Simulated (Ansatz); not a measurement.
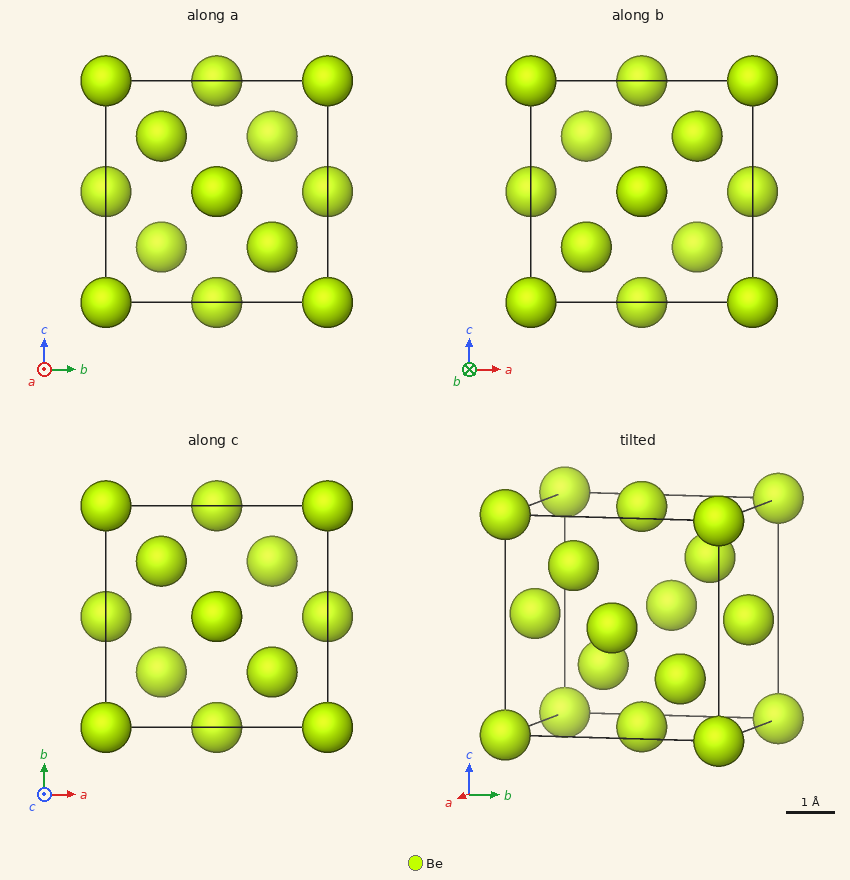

A spheres-only rendering, viewed along the a axis, along the b axis, along the c axis and slightly off an axis. The parallelepiped is the conventional unit cell.

Lattice parameters: a = 4.6946 Å, b = 4.6946 Å, c = 4.6946 Å, α = 90.000°, β = 90.000°, γ = 90.000°.

Record the structure as a CIF in P1 with every atom of the cell.

Answer.
```cif
data_structure
_symmetry_space_group_name_H-M 'P 1'
_symmetry_Int_Tables_number 1
_cell_length_a 4.6946
_cell_length_b 4.6946
_cell_length_c 4.6946
_cell_angle_alpha 90.000
_cell_angle_beta 90.000
_cell_angle_gamma 90.000
_cell_volume 103.46
loop_
_atom_site_label
_atom_site_type_symbol
_atom_site_fract_x
_atom_site_fract_y
_atom_site_fract_z
_atom_site_occupancy
Be1 Be 0.7500 0.7500 0.2500 1
Be2 Be 0.0000 0.5000 0.5000 1
Be3 Be 0.7500 0.2500 0.7500 1
Be4 Be 0.0000 0.0000 0.0000 1
Be5 Be 0.2500 0.7500 0.7500 1
Be6 Be 0.5000 0.5000 0.0000 1
Be7 Be 0.2500 0.2500 0.2500 1
Be8 Be 0.5000 0.0000 0.5000 1
```

Its origin is a structure type filled with this element by a generator (whether the element takes this form wasn't checked). Earlier steps of the study may have refined or changed the cell and positions. It went into a calculation with Ansatz.

At this level of theory the cell isn't at rest (compressed, at 7 GPa), so its distances can differ from those at equilibrium, the more so the softer the solid.
